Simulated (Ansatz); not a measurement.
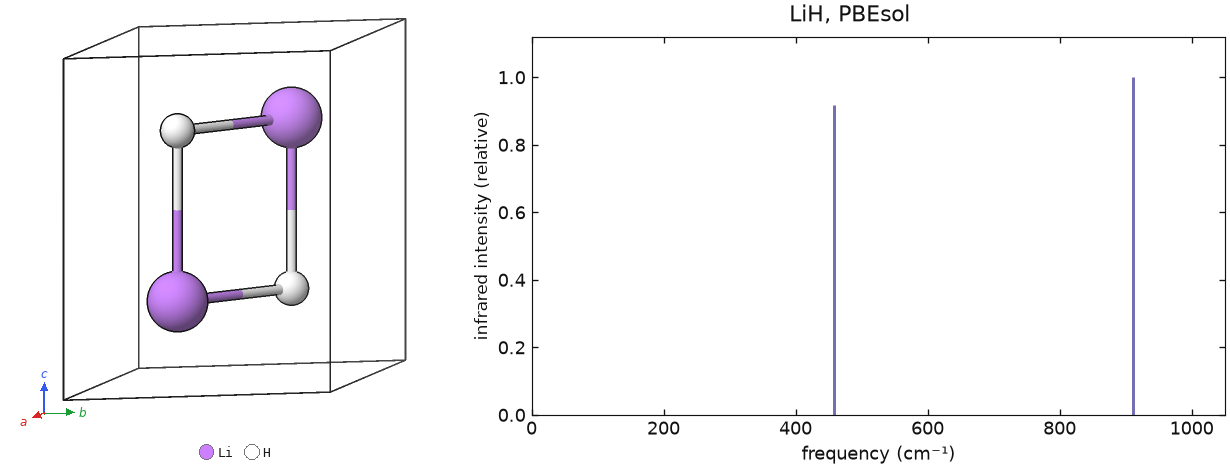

The figure shows the infrared spectrum of the zone-centre phonons for LiH, space group P6_3/mmc (No. 194) (cell built by us, not taken from a database). The spectrum is scaled to its strongest line. These are zero-field (TO) frequencies; inactive modes don't show. The conventional cell is drawn beside the plot.

Structure:
```xyz
4
Lattice="3.2346 0.0000 0.0000 -1.6173 2.8013 0.0000 0.0000 0.0000 4.0428" Properties=species:S:1:pos:R:3 pbc="T T T"
Li    0.0000    1.8675   -0.2527
Li    1.6173    0.9338    1.7687
H     0.0000    1.8675    1.7687
H     1.6173    0.9338    3.7902
```

Calculation (Ansatz 0.2.0): perturbation theory at the zone centre of a relaxed insulator, optical modes (intensities summed over a level), dielectric tensors and Born charges, a negative frequency is imaginary, spin-unpolarised plane waves. Level: PBEsol.

periodic directions 3; potentials PAW; wave cutoff 420 eV; k mesh 9×9×6.

Question: Which are the strongest infrared lines?

Answer: The strongest infrared line is at 911.7 cm⁻¹, followed by 458.9 (92 % of it).

Caveats: field response not settled on the k mesh; structure snapped to symmetry.
